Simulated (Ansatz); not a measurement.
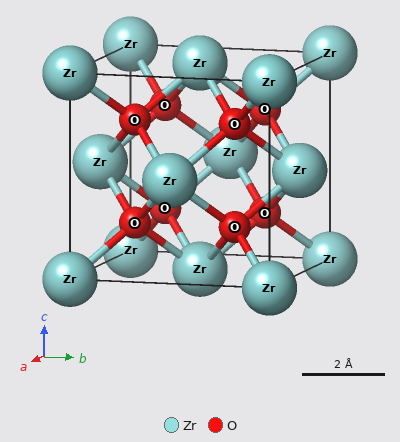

The structure as given in the input (ball-and-stick view of the cell 4 times as large as that of the calculation, set on its symmetry axes, seen slightly off an axis). An atom can appear more than once, as a periodic image.

# Run report: ZrO₂, single-point calculation

System: ZrO₂ (3 atoms in the cell).
Method: DFT r2SCAN, scalar-relativistic, plane waves, PAW, no spin polarisation (Ansatz 0.2.0).

The structure derives from a Materials Project entry.

**The program's output**
```
Engine: ansatz 0.2.0, x86_64-unknown-linux-gnu
Pseudopotentials: kind: paw
Pseudopotential: Zr, paw, valence charge 12, recommended cutoff 500 eV (meta_gga), Zr.paw.azcp
Pseudopotential: O, paw, valence charge 6, recommended cutoff 500 eV (meta_gga), O.paw.azcp
Functional definition: r2SCAN
  parameter k0 = 0.174
  parameter k1 = 0.065
  parameter a1 = 4.9479
  exchange = r2scan_x(k0 = k0, k1 = k1, a1 = a1)
  correlation = r2scan_c
Crystal: 3 atoms, lattice volume = 32.971 Å³
Basis set: ecut = 500 eV, 869 PW (Γ), exchange–correlation on 108×108×108 points (64 copies of the dense FFT grid, shifted against one another)
Bands: 16, of which v1, the nominal top of the filled ones, is band 12 counted from 1 (11 counted from 0)
Symmetry: 48 space group operations
Space group: Fm-3m (ITA 225), of the structure as read, at distance tolerance 3.2e-5 Å
k-points: 16 of 216
Non-local potential: Zr, projectors of the file, l = 0: 3, l = 1: 2, l = 2: 2, l = 3: 2
Non-local potential: O, projectors of the file, l = 0: 2, l = 1: 2, l = 2: 1
PAW form: soft (Blöchl's): semilocal exchange-correlation on the pseudo side does not see the compensation charge
PAW frozen core: Zr, regenerated for the run's functional (the file was generated under x = pbe(κ = 0.804, μ = 0.2195149727645171), c = pbe(β = 0.06672455060314922))
PAW frozen core: O, regenerated for the run's functional (the file was generated under x = pbe(κ = 0.804, μ = 0.2195149727645171), c = pbe(β = 0.06672455060314922))
PAW one-centre angular grid: Zr, 590 points (default); XC on 160 Gauss nodes
PAW one-centre angular grid: O, 302 points (default); XC on 160 Gauss nodes
Initial density: superposition of atomic densities (neutral atoms: chi_scale 0, normalization atom), corrected by the library's trained network
Initial wavefunctions: pseudopotential atomic-orbital guess
Functional: x = r2scan, c = r2scan; τ floored in thin density (d = 2e-4 eV/Å³)
SCF iter   1: F=—  HF=-5337.993910 eV  |F-HF|=—  |Δ(HF+E_count)|=         —  Δρ=1.63e-2  dr2=1.08e-1  dr2_τ=1.93e-1  ethr=1.77e-3  ⟨swp⟩=5.6  Hψ=1268  notcnv=0
preconditioner: auto → none  [insulator: Δε(μ)=4.234 eV  Ē_g=18.386 eV  σ=0.100 eV  W_gap=1.00  n_scr=14 (ndim 8)  ℏωp=30.3 eV  f_vac=0.025  D(μ)=0.00/eV (n_scr^D=0)  ε∞_Penn≈3.7]
SCF iter   2: F=—  HF=-5338.065373 eV  |F-HF|=—  |Δ(HF+E_count)|=   7.15e-2  Δρ=1.21e-2  dr2=2.72e-2  dr2_τ=1.02e-2  ethr=4.49e-4  ⟨swp⟩=2.1  Hψ=574  notcnv=0
SCF iter   3: F=—  HF=-5338.059050 eV  |F-HF|=—  |Δ(HF+E_count)|=   6.32e-3  Δρ=3.32e-3  dr2=1.61e-3  dr2_τ=2.23e-4  ethr=1.13e-4  ⟨swp⟩=2.0  Hψ=429  notcnv=0
SCF iter   4: F=—  HF=-5338.059378 eV  |F-HF|=—  |Δ(HF+E_count)|=   3.28e-4  Δρ=8.12e-4  dr2=8.39e-5  dr2_τ=2.08e-5  ethr=6.72e-6  ⟨swp⟩=3.0  Hψ=460  notcnv=0
SCF iter   5: F=—  HF=-5338.059385 eV  |F-HF|=—  |Δ(HF+E_count)|=   7.31e-6  Δρ=8.96e-5  dr2=6.87e-7  dr2_τ=2.15e-7  ethr=3.50e-7  ⟨swp⟩=2.0  Hψ=351  notcnv=0
SCF iter   6: F=-5338.059386 eV  HF=-5338.059386 eV  |F-HF|=8.69e-9  |Δ(HF+E_count)|=   1.17e-6  Δρ=1.32e-5  dr2=1.74e-8  dr2_τ=7.68e-9  ethr=4.17e-10  ⟨swp⟩=6.5  Hψ=1278  notcnv=0
SCF 1 converged in 6 iterations: F = -5338.059386 eV  dr2 = 1.74e-8
  greatest PAW one-centre occupation: 0.990 electrons in one spin orbital (limit 2), on the Zr atom at site 0 (counted from 0), in its partial waves of l = 1
```

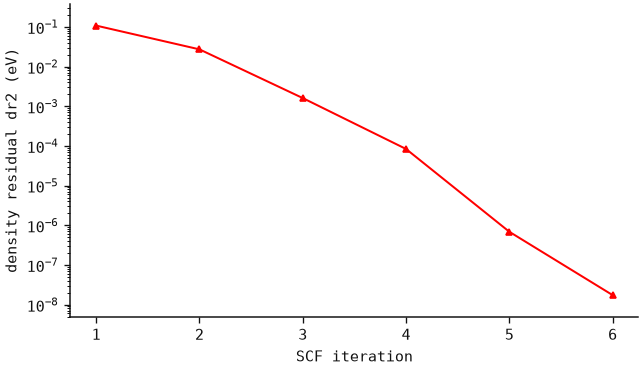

Convergence of the self-consistent field: density residual dr2 against the SCF iteration. The residual falls at every step.

```
SCF converged after 6 iterations
Free energy (F): -5338.059386 eV
Harris-Foulkes:  -5338.059386 eV  (|F-HF|=8.69e-9)
Internal energy: -5338.059386 eV  (E = F + TS)
E sigma→0 (E₀):  -5338.059386 eV
Fermi energy:    13.779657 eV
--- Per-component energies (eV) ---
  E_band       = -80.549476
  E_kinetic    = 689.376545
  E_local      = -1139.778832  (includes V_loc(G=0)·N_el)
  E_nonlocal   = 169.274326
  E_hartree    = 376.957265
  E_xc         = -305.728408
  E_vxc        = -426.433556  (∫ρ·V_xc dr)
  E_paw        = -3289.487280  (= ΣΔE_a)
  E_vpaw       = -152.702413  (= ΣTr[D̂ρ^β])
  E_aug_tail   = 0.001933  (compensation charges beyond the density's cutoff)
  E_vtau       = 25.796947  (kinetic-family band-sum trace: ∫τ·v_τ [+ j·A + Jᵃ·Aᵃ] dr)
  E_ewald      = -1838.446312
  E_core_change = -0.228623  (= ΣΔE_core)
  E_smearing   = -0.000000  (= −TS)
  E_closure    = -0.000000  (closes the sum)
  Σ components = -5338.059386   (vs F -5338.059386, Δ=0.00e0)
--- Forces (eV/Å), atoms counted from 1 ---
  atom   1  Zr    -0.00000000     0.00000000     0.00000000
  atom   2  O      0.00000000     0.00000000    -0.00000000
  atom   3  O      0.00000000    -0.00000000     0.00000000
  max |Σ_I F_I| component: 4.05e-18 eV/Å
--- Stress (GPa, compression-positive) ---
       -0.124276      -0.000000      -0.000000
       -0.000000      -0.124276       0.000000
        0.000000      -0.000000      -0.124276
  P = ⅓ Tr σ = -0.1243 GPa (-1.243 kbar)
--- Band table (eV; the first three rows and the last of 16) ---
  k-point 0: bands = ["-37.7473", "-14.8363", "-14.8363", "-14.8363", "-7.3585", "-4.8306", "6.5219", "6.5219", "6.5219", "11.2877", "11.2877", "11.2877", "15.7216", "15.7216", "19.0219", "21.8003"]
  k-point 1: bands = ["-37.7351", "-15.0369", "-14.8542", "-14.8542", "-6.9842", "-5.0781", "6.7853", "6.7853", "7.2379", "10.6920", "10.8604", "10.8604", "16.1432", "16.1432", "19.5865", "21.1535"]
  k-point 2: bands = ["-37.7106", "-15.3975", "-14.8897", "-14.8897", "-6.4496", "-5.2907", "7.3217", "7.3217", "8.6162", "9.7511", "10.3029", "10.3029", "16.4516", "16.4516", "18.6563", "20.9460"]
  k-point 15: bands = ["-37.6821", "-15.4857", "-15.1777", "-15.0149", "-5.8123", "-5.4003", "6.4487", "7.7988", "9.0050", "9.8528", "10.4196", "11.6814", "16.5361", "17.0355", "18.4009", "19.0538"]
```

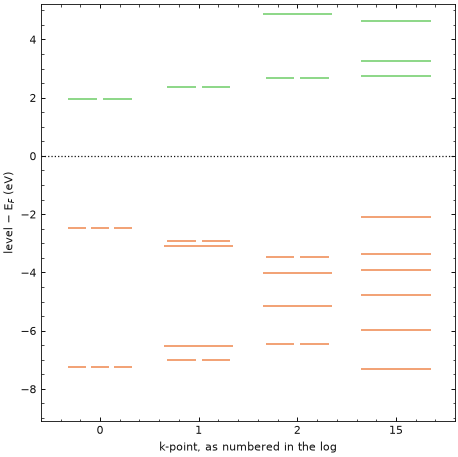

Kohn–Sham levels near the Fermi level (dotted) at the few k-points that the log prints; levels within 0.02 eV of each other stand side by side. Among these points the highest filled and lowest empty levels are 4.04 eV apart; the gap on the full mesh, 3.89 eV, has an edge at a point that isn't printed.

This output came from the following input.

**The input**
```yaml
crystal:
  lattice:
    - [0.0, 2.5450727058, 2.5450727058]
    - [2.5450727058, 0.0, 2.5450727058]
    - [2.5450727058, 2.5450727058, 0.0]
  atoms:
    - { symbol: Zr, position: [0.0, 0.0, 0.0] }
    - { symbol: O, position: [0.25, 0.25, 0.25] }
    - { symbol: O, position: [0.75, 0.75, 0.75] }
basis:
  ecutwfc: 500
kpoints:
  mp_grid: { grid: [6, 6, 6] }
hamiltonian:
  xc: r2scan
scf:
  occupations: { method: gaussian, width: 0.1 }
output:
  forces: true
  stress: true
  eigenvalues: true
```

Launched with:
```bash
ansatz run input.yaml --threads 2 --pin off --max-ram 5120MiB --backend cpu --events-out ev --progress --plain --runs-dir out
```

**Results in brief**

```csv
quantity,value
outcome,converged
space group (tolerance 0.01 Å),Fm-3m (225)
electrons treated,24
free energy,−5338.0594 eV
Fermi energy,13.780 eV
gap on the k-point mesh,3.89 eV
pressure,−0.12 GPa
largest force (length of the vector),under 0.001 eV/Å
hardware,"2 threads of AMD EPYC (Zen 5), 16 GiB of memory available, shared host"
wall time,0.76 s (CPU time 0.97 s)
peak memory,0.41 GiB
```
